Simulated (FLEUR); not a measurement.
System: TiAl (space group P4/mmm).

Calculation (FLEUR MaX-R8.1 (later development tree)): all-electron LAPW DFT, no spin polarisation; energies at scaled volumes of the given cell, shape and fractions fixed, counted from the fit's minimum, third-order Birch-Murnaghan fit. All runs: no spin polarisation.

- k mesh: 9×9×7
- occupations: Fermi–Dirac
- smearing width: 0.05 eV
- potentials: all electron

Predict the energy against volume, with one curve for each functional. The cases: PBEsol; SCAN; r2SCAN.

The fitted equilibrium volumes, smallest first, are PBEsol 15.784, SCAN 16.015, r2SCAN 16.073 Å³/atom. The fitted bulk moduli, smallest first, are PBEsol 120.5, r2SCAN 120.8, SCAN 121.2 GPa.

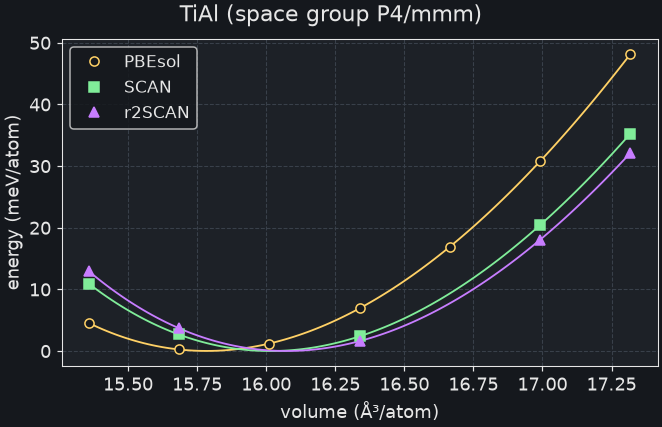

Caveats: shape and atomic fractions are frozen while scaling, which makes layered, chain and framework solids too stiff.
